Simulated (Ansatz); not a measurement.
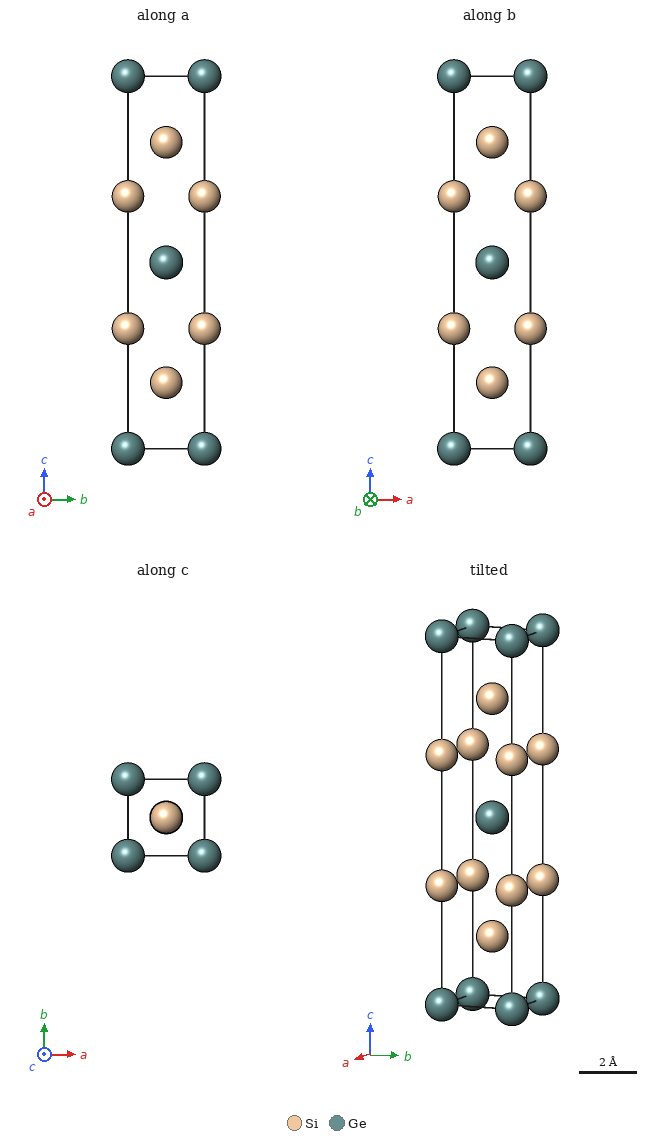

A spheres-only picture of a crystal structure, seen along the a axis, along the b axis, along the c axis and slightly off an axis. The wireframe shows the conventional unit cell.

Lattice parameters: a = 2.728 Å, b = 2.728 Å, c = 13.276 Å, α = 90.00°, β = 90.00°, γ = 90.00°.

**Write down what is shown as a table of Wyckoff sites, with free fractional coordinates to two decimals.**

Space group I4/mmm (No. 139).
```
atom  site     x     y     z
  Si    4e  0.00  0.00  0.32
  Ge    2a  0.00  0.00  0.00
```

The model was built from a structure type filled with these elements by a generator (whether the compound takes this form wasn't checked). This is the structure after a relaxation with DFT PBE, scalar-relativistic, plane waves, PAW (Ansatz).
